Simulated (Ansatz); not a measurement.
Geometry relaxation of BaTiO3 (part 1 of 3)

System: BaTiO3 (P4mm, 10 atoms in the cell).
Method: DFT with PBE, PAW plane waves, Ueff = 2.66 eV on Ti d, spin-polarised (Ansatz 0.2.0).

The structure derives from an entry of the Crystallography Open Database. Figures and captions count atoms from 1; the log counts them from 0 in places.

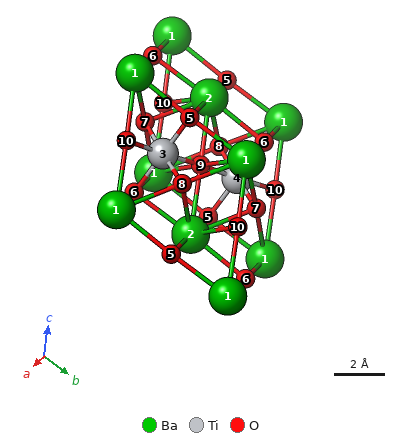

**Figure 1.** The structure as given in the input (ball-and-stick view of the reduced cell, seen slightly off an axis; atoms are numbered from 1 in the order of the input).

**Input**
```yaml
crystal:
  lattice:
    - [3.99635898, 3.99635898, 0.0]
    - [0.0, 3.99635898, 4.01974469]
    - [3.99635898, 0.0, 4.01974469]
  atoms:
    - { symbol: Ba, position: [0.0, 0.0, 0.0] }
    - { symbol: Ba, position: [0.5, 0.5, 0.5] }
    - { symbol: Ti, position: [0.24895, 0.25105, 0.25105] }
    - { symbol: Ti, position: [0.74895, 0.75105, 0.75105] }
    - { symbol: O, position: [0.00765, 0.49235, 0.49235] }
    - { symbol: O, position: [0.50765, 0.99235, 0.99235] }
    - { symbol: O, position: [0.4935, 0.5065, 0.0065] }
    - { symbol: O, position: [0.9935, 0.0065, 0.5065] }
    - { symbol: O, position: [0.4935, 0.0065, 0.5065] }
    - { symbol: O, position: [0.9935, 0.5065, 0.0065] }
kpoints:
  mp_grid: { grid: [5, 5, 5], shift: [0, 0, 0] }
magnetization:
  spin_polarized: true
scf:
  occupations: { method: cold, width: 0.0286 }
  lower_state_search: "off"
hamiltonian:
  pseudopotentials: { kind: paw }
  xc: pbe
  hubbard:
    projectors: all-electron-ortho-atomic
    sites: [{ species: Ti, l: d, u_eff: 2.66 }]
basis:
  ecutwfc: 420
  fft_grid_basis: typed
relax:
  max_steps: 80
  cell: { p_target: 0.0 }
  f_tol: 0.03
output:
  forces: true
  stress: true
  eigenvalues: true
  bader: true
  populations: true
  elf: true
  write_potential: true
  volumetric_format: npy
  dos:
    e_range: [-12, 8]
    de: 0.05
    projected: { site_lists: { Ba: [Ba], O: [O], Ti: [Ti] } }
  write_density: true
checkpoint:
  read: saved_state
```

Run on 2 threads of Arm Neoverse V1, 24 GiB of memory available, shared host.

Run as:
```bash
ansatz run input.yaml --threads 2 --pin off --max-ram 4096MiB --backend cpu --events-out ev --progress --plain --runs-dir out
```

**Log**
```
Warning: checkpoint.read: basis.xc_grid differs: saved 1, current 2 (points along each axis for each point of the dense box; where the key is left out runs that use forces, runs that use the stress, dielectric runs by a finite field, finite-displacement phonons, runs of phonons.displacement_patterns under a GGA or a meta-GGA, phonons by method: dfpt, dielectric runs by the response, runs on support functions, runs on PAW files under a meta-GGA or a hybrid on one, runs at kind: all_electron or under a hybrid on a GGA, runs under a text's formulas of a gradient, and runs on PAW files that evaluate rPW86 or Becke's exchange or LYP's correlation can take a finer level, which can go by the root key accuracy; a number is taken as typed: the saved number, typed, holds this deck to the state's level, where the deck is accepted there); the SCF iterates at this deck's level from the saved density; a trajectory continued from that state goes on on another energy surface; basis.xc_grid: 1, typed and accepted, keeps it on the saved one
Ba: projections on atomic orbitals take those of the free atom [Kr 4d10] 5s2 5p6 6s2, of charge +0.00 (hamiltonian.pseudopotentials.projection_atoms); the dataset's partial waves leave at most 9.7e-6 of an orbital's norm unspanned inside its sphere
Ti: projections on atomic orbitals take those of the free atom [Ne] 3s2 3p6 3d2 4s2, of charge +0.00 (hamiltonian.pseudopotentials.projection_atoms); the dataset's partial waves leave at most 4.1e-7 of an orbital's norm unspanned inside its sphere
O: projections on atomic orbitals take those of the free atom [He] 2s2 2p4, of charge +0.00 (hamiltonian.pseudopotentials.projection_atoms); the dataset's partial waves leave at most 1.9e-8 of an orbital's norm unspanned inside its sphere
band count auto-derived: 52 (N_el = 80.0; filled up to band 40; 50 by the electrons, moments and atoms)
Engine: ansatz 0.2.0, aarch64-unknown-linux-gnu
Pseudopotentials: kind: paw
Pseudopotential: Ba, paw, valence charge 10, recommended cutoff 420 eV (normal), Ba.paw.azcp
Pseudopotential: Ti, paw, valence charge 12, recommended cutoff 420 eV (normal), Ti.paw.azcp
Pseudopotential: O, paw, valence charge 6, recommended cutoff 420 eV (normal), O.paw.azcp
Functional definition: PBE
  parameter kappa = 0.804
  parameter beta = 0.06672455060314922
  exchange = pbe_x(kappa = kappa, mu = beta*pi^2/3)
  correlation = pbe_c(beta = beta)
Crystal: 10 atoms, lattice volume = 128.398 Å³
Basis set: ecut = 420 eV, 2493 PW (Γ), exchange–correlation on 80×80×80 points (8 copies of the dense FFT grid, shifted against one another)
Bands: 52, of which v1, the nominal top of the filled ones, is band 40 counted from 1 (39 counted from 0)
Symmetry: 16 space group operations
Space group: P4mm (ITA 99), of the structure as read, at distance tolerance 5.0e-5 Å
k-points: 18 of 125 (time reversal used)
Non-local potential: Ba, projectors of the file, l = 0: 3, l = 1: 2, l = 2: 2, l = 3: 2
Non-local potential: Ti, projectors of the file, l = 0: 3, l = 1: 2, l = 2: 3, l = 3: 1
Non-local potential: O, projectors of the file, l = 0: 2, l = 1: 2, l = 2: 1
PAW form: soft (Blöchl's): semilocal exchange-correlation on the pseudo side does not see the compensation charge
PAW one-centre angular grid: Ba, 194 points (default); XC on 64 Gauss nodes
PAW one-centre angular grid: Ti, 590 points (default); XC on 64 Gauss nodes
PAW one-centre angular grid: O, 110 points (default); XC on 64 Gauss nodes
Initial density: read from a saved state, or passed on in memory by an earlier SCF of this step, an earlier step, the calling program or the single point that the run made first
Initial wavefunctions: pseudopotential atomic-orbital guess
Functional: x = pbe(κ = 0.804, μ = 0.2195149727645171), c = pbe(β = 0.06672455060314922)
iter 1 solved again at ethr=2.19e-6 eV; its pass at ethr=3.10e-3 eV (dr2=1.75e-3 eV) is discarded
SCF iter   1: F=—  HF=-20314.345085 eV  |F-HF|=—  |Δ(HF+E_count)|=         —  Δρ=2.07e-3 (↑2.07e-3 ↓2.07e-3)  dr2=1.60e-3  dr2_m=0.00e0  M=0.000 μB ∫|m|=0.000 μB  β_m=0.30  ethr=2.19e-6  ⟨swp⟩=2.8  Hψ=5882  notcnv=0
preconditioner: auto → Resta (q_TF=auto, 2.521 Å⁻¹)  ε∞=5.5  [insulator: Δε(μ)=2.094 eV  Ē_g=12.346 eV  σ=0.029 eV  W_gap=1.00  n_scr=26 (ndim 8)  ℏωp=26.2 eV  f_vac=0.000  D(μ)=0.00/eV (n_scr^D=0)  ε∞_Penn≈5.5]
spin=Collinear: Resta preconditioning applied to the charge; magnetization (m = ρ↑ − ρ↓) channel mixes plain (no charge-response kernel on spin).
SCF iter   2: F=—  HF=-20314.356033 eV  |F-HF|=—  |Δ(HF+E_count)|=   1.09e-2  S|Δr|=    0.00e0  Δρ=1.47e-3 (↑1.47e-3 ↓1.47e-3)  dr2=7.34e-4  dr2_m=0.00e0  M=0.000 μB ∫|m|=0.000 μB  β_m=0.61  ethr=2.00e-6  ⟨swp⟩=2.0  Hψ=1019  notcnv=0
SCF iter   3: F=—  HF=-20314.367423 eV  |F-HF|=—  |Δ(HF+E_count)|=   1.14e-2  S|Δr|=    0.00e0  Δρ=2.67e-4 (↑2.67e-4 ↓2.67e-4)  dr2=1.65e-4  dr2_m=0.00e0  M=0.000 μB ∫|m|=0.000 μB  β_m=0.52  ethr=9.17e-7  ⟨swp⟩=2.0  Hψ=1830  notcnv=0
SCF iter   4: F=—  HF=-20314.367642 eV  |F-HF|=—  |Δ(HF+E_count)|=   2.18e-4  S|Δr|=    0.00e0  Δρ=2.65e-5 (↑2.65e-5 ↓2.65e-5)  dr2=1.47e-6  dr2_m=0.00e0  M=0.000 μB ∫|m|=0.000 μB  β_m=0.53  ethr=2.07e-7  ⟨swp⟩=2.1  Hψ=1376  notcnv=0
SCF iter   5: F=—  HF=-20314.367630 eV  |F-HF|=—  |Δ(HF+E_count)|=   1.12e-5  S|Δr|=    0.00e0  Δρ=1.28e-5 (↑1.28e-5 ↓1.28e-5)  dr2=2.62e-7  dr2_m=0.00e0  M=0.000 μB ∫|m|=0.000 μB  β_m=0.69  ethr=1.84e-9  ⟨swp⟩=2.0  Hψ=1651  notcnv=0
SCF iter   6: F=-20314.367631 eV  HF=-20314.367631 eV  |F-HF|=3.00e-8  |Δ(HF+E_count)|=   4.32e-7  S|Δr|=    0.00e0  Δρ=4.70e-6 (↑4.70e-6 ↓4.70e-6)  dr2=7.87e-8  dr2_m=0.00e0  M=0.000 μB ∫|m|=0.000 μB  ethr=1.25e-10  ⟨swp⟩=10.6  Hψ=6392  notcnv=0
SCF 1 converged in 6 iterations: F = -20314.367631 eV  dr2 = 7.87e-8
  greatest PAW one-centre occupation: 0.999 electrons in one spin orbital (limit 2), on the Ti atom at site 3 (counted from 0), in its partial waves of l = 0
relax step   1: F+E_penalty+E_count = -20314.36763071 eV  Δ(F+E_penalty+E_count) = +0.000e0 eV  max|allowed force component| = 7.879e-1 eV/Å  Δτ_max = 0.0000 Å  P = +3.103 GPa  Ω = 128.398 Å³  (6 SCF iters, dr2 threshold 1.00e-7 eV, accepted)
Crystal: 10 atoms, lattice volume = 130.888 Å³
Basis set: ecut = 420 eV, 2637 PW (Γ), exchange–correlation on 80×80×80 points (8 copies of the dense FFT grid, shifted against one another)
Initial density: handed on by an earlier stage of this run
Initial wavefunctions: those handed on with the density
iter 1 solved again at ethr=5.02e-5 eV; its pass at ethr=3.10e-3 eV (dr2=4.02e-2 eV) is discarded
SCF iter   1: F=—  HF=-20314.454768 eV  |F-HF|=—  |Δ(HF+E_count)|=         —  Δρ=3.75e-3 (↑3.75e-3 ↓3.75e-3)  dr2=3.99e-2  dr2_m=0.00e0  M=0.000 μB ∫|m|=0.000 μB  β_m=0.30  ethr=5.02e-5  ⟨swp⟩=3.2  Hψ=4139  notcnv=0  defer=1
preconditioner: auto → Resta (q_TF=auto, 2.513 Å⁻¹)  ε∞=5.5  [insulator: Δε(μ)=2.005 eV  Ē_g=12.206 eV  σ=0.029 eV  W_gap=1.00  n_scr=26 (ndim 8)  ℏωp=26.0 eV  f_vac=0.000  D(μ)=0.00/eV (n_scr^D=0)  ε∞_Penn≈5.5]
spin=Collinear: Resta preconditioning applied to the charge; magnetization (m = ρ↑ − ρ↓) channel mixes plain (no charge-response kernel on spin).
SCF iter   2: F=—  HF=-20314.450695 eV  |F-HF|=—  |Δ(HF+E_count)|=   4.07e-3  S|Δr|=    0.00e0  Δρ=2.51e-3 (↑2.51e-3 ↓2.51e-3)  dr2=1.62e-2  dr2_m=0.00e0  M=0.000 μB ∫|m|=0.000 μB  β_m=0.50  ethr=4.98e-5  ⟨swp⟩=2.0  Hψ=1187  notcnv=0
SCF iter   3: F=—  HF=-20314.449530 eV  |F-HF|=—  |Δ(HF+E_count)|=   1.17e-3  S|Δr|=    0.00e0  Δρ=1.02e-3 (↑1.02e-3 ↓1.02e-3)  dr2=3.57e-3  dr2_m=0.00e0  M=0.000 μB ∫|m|=0.000 μB  β_m=0.49  ethr=2.03e-5  ⟨swp⟩=2.0  Hψ=1614  notcnv=0
SCF iter   4: F=—  HF=-20314.449320 eV  |F-HF|=—  |Δ(HF+E_count)|=   2.09e-4  S|Δr|=    0.00e0  Δρ=2.10e-4 (↑2.10e-4 ↓2.10e-4)  dr2=1.65e-4  dr2_m=0.00e0  M=0.000 μB ∫|m|=0.000 μB  β_m=0.73  ethr=4.46e-6  ⟨swp⟩=2.0  Hψ=1612  notcnv=0
SCF iter   5: F=—  HF=-20314.449361 eV  |F-HF|=—  |Δ(HF+E_count)|=   4.07e-5  S|Δr|=    0.00e0  Δρ=7.46e-5 (↑7.46e-5 ↓7.46e-5)  dr2=2.48e-5  dr2_m=0.00e0  M=0.000 μB ∫|m|=0.000 μB  β_m=0.68  ethr=2.06e-7  ⟨swp⟩=2.0  Hψ=1455  notcnv=0
SCF iter   6: F=—  HF=-20314.449360 eV  |F-HF|=—  |Δ(HF+E_count)|=   9.06e-7  S|Δr|=    0.00e0  Δρ=3.11e-5 (↑3.11e-5 ↓3.11e-5)  dr2=3.34e-6  dr2_m=0.00e0  M=0.000 μB ∫|m|=0.000 μB  β_m=0.65  ethr=3.10e-8  ⟨swp⟩=2.1  Hψ=1515  notcnv=0
SCF iter   7: F=-20314.449361 eV  HF=-20314.449361 eV  |F-HF|=1.87e-7  |Δ(HF+E_count)|=   3.57e-7  S|Δr|=    0.00e0  Δρ=8.24e-6 (↑8.24e-6 ↓8.24e-6)  dr2=1.63e-7  dr2_m=0.00e0  M=0.000 μB ∫|m|=0.000 μB  ethr=1.25e-9  ⟨swp⟩=11.8  Hψ=7095  notcnv=0
SCF 2 converged in 7 iterations: F = -20314.449361 eV  dr2 = 1.63e-7
relax step   2: F+E_penalty+E_count = -20314.44936074 eV  Δ(F+E_penalty+E_count) = -8.173e-2 eV  max|allowed force component| = 4.305e-1 eV/Å  Δτ_max = 0.0732 Å  P = -0.431 GPa  Ω = 130.888 Å³  energy of the carried Pulay correction = -8.412e-3 eV  (7 SCF iters, dr2 threshold 1.00e-6 eV, accepted)
[... from here on the SCF iterations and repeated set-up lines of each step are left out, up to the last step ...]
SCF 3 converged in 8 iterations: F = -20314.419736 eV  dr2 = 3.18e-8
relax step   3: F+E_penalty+E_count = -20314.41973552 eV  Δ(F+E_penalty+E_count) = +2.963e-2 eV  max|allowed force component| = 5.745e-1 eV/Å  Δτ_max = 0.1457 Å  P = -0.495 GPa  Ω = 131.208 Å³  energy of the carried Pulay correction = -9.481e-3 eV  (8 SCF iters, dr2 threshold 1.00e-6 eV, rejected (line search))
SCF 4 converged in 11 iterations: F = -20314.491716 eV  dr2 = 1.63e-11
relax step   4: F+E_penalty+E_count = -20314.49171593 eV  Δ(F+E_penalty+E_count) = -4.236e-2 eV  max|allowed force component| = 1.432e-1 eV/Å  Δτ_max = 0.0679 Å  P = +0.429 GPa  Ω = 130.374 Å³  energy of the carried Pulay correction = -6.689e-3 eV  (11 SCF iters, accepted)
SCF 5 converged in 6 iterations: F = -20314.495964 eV  dr2 = 9.40e-8
relax step   5: F+E_penalty+E_count = -20314.49596399 eV  Δ(F+E_penalty+E_count) = -4.248e-3 eV  max|allowed force component| = 1.586e-1 eV/Å  Δτ_max = 0.0037 Å  P = -0.117 GPa  Ω = 130.795 Å³  energy of the carried Pulay correction = -8.102e-3 eV  (6 SCF iters, dr2 threshold 1.00e-6 eV, accepted)
SCF 6 converged in 6 iterations: F = -20314.506444 eV  dr2 = 5.23e-7
relax step   6: F+E_penalty+E_count = -20314.50644363 eV  Δ(F+E_penalty+E_count) = -1.048e-2 eV  max|allowed force component| = 1.796e-1 eV/Å  Δτ_max = 0.0178 Å  P = -0.038 GPa  Ω = 131.016 Å³  energy of the carried Pulay correction = -8.841e-3 eV  (6 SCF iters, dr2 threshold 1.00e-6 eV, accepted)
SCF 7 converged in 9 iterations: F = -20313.646379 eV  dr2 = 7.76e-8
relax step   7: F+E_penalty+E_count = -20313.64637872 eV  Δ(F+E_penalty+E_count) = +8.601e-1 eV  max|allowed force component| = 5.803e0 eV/Å  Δτ_max = 0.1953 Å  P = +8.501 GPa  Ω = 133.812 Å³  energy of the carried Pulay correction = -1.809e-2 eV  (9 SCF iters, dr2 threshold 1.00e-6 eV, rejected (line search))
SCF 8 converged in 14 iterations: F = -20314.517955 eV  dr2 = 8.80e-14
relax step   8: F+E_penalty+E_count = -20314.51795544 eV  Δ(F+E_penalty+E_count) = -1.151e-2 eV  max|allowed force component| = 2.090e-1 eV/Å  Δτ_max = 0.0265 Å  P = -0.394 GPa  Ω = 131.978 Å³  energy of the carried Pulay correction = -1.204e-2 eV  (14 SCF iters, accepted)
SCF 9 converged in 7 iterations: F = -20314.524500 eV  dr2 = 1.60e-7
relax step   9: F+E_penalty+E_count = -20314.52450048 eV  Δ(F+E_penalty+E_count) = -6.545e-3 eV  max|allowed force component| = 2.931e-2 eV/Å  Δτ_max = 0.0269 Å  P = +0.070 GPa  Ω = 132.424 Å³  energy of the carried Pulay correction = -1.352e-2 eV  (7 SCF iters, dr2 threshold 1.00e-6 eV, accepted)
SCF 10 converged in 6 iterations: F = -20314.524176 eV  dr2 = 2.23e-8
relax step  10: F+E_penalty+E_count = -20314.52417551 eV  Δ(F+E_penalty+E_count) = +3.250e-4 eV  max|allowed force component| = 9.379e-3 eV/Å  Δτ_max = 0.0032 Å  P = -0.021 GPa  Ω = 132.579 Å³  energy of the carried Pulay correction = -1.403e-2 eV  (6 SCF iters, dr2 threshold 1.69e-7 eV, accepted)
SCF 11 converged in 6 iterations: F = -20314.524312 eV  dr2 = 5.12e-10
relax step  11: F+E_penalty+E_count = -20314.52431178 eV  Δ(F+E_penalty+E_count) = -1.363e-4 eV  max|allowed force component| = 2.987e-3 eV/Å  Δτ_max = 0.0009 Å  P = +0.004 GPa  Ω = 132.541 Å³  energy of the carried Pulay correction = -1.391e-2 eV  (6 SCF iters, dr2 threshold 7.45e-9 eV, accepted)
SCF 12 converged in 8 iterations: F = -20314.542489 eV  dr2 = 8.94e-12
relax step  12: F+E_penalty+E_count = -20314.54248855 eV  Δ(F+E_penalty+E_count) = -1.818e-2 eV  max|allowed force component| = 3.496e-3 eV/Å  Δτ_max = 0.0000 Å  P = +0.244 GPa  Ω = 132.541 Å³  stress off target by 4.12e-1 GPa  SCF on the basis re-selected at this cell (its energy is not comparable with the rows above)  (8 SCF iters)
SCF 13 converged in 6 iterations: F = -20314.541644 eV  dr2 = 1.35e-7
relax step  13: F+E_penalty+E_count = -20314.54164450 eV  Δ(F+E_penalty+E_count) = +8.441e-4 eV  max|allowed force component| = 8.813e-3 eV/Å  Δτ_max = 0.0063 Å  P = -0.030 GPa  Ω = 133.015 Å³  energy of the carried Pulay correction = -1.612e-3 eV  (6 SCF iters, dr2 threshold 4.24e-7 eV, accepted)
iter 1 solved again at ethr=1.01e-7 eV; its pass at ethr=3.10e-3 eV (dr2=8.11e-5 eV) is discarded
```
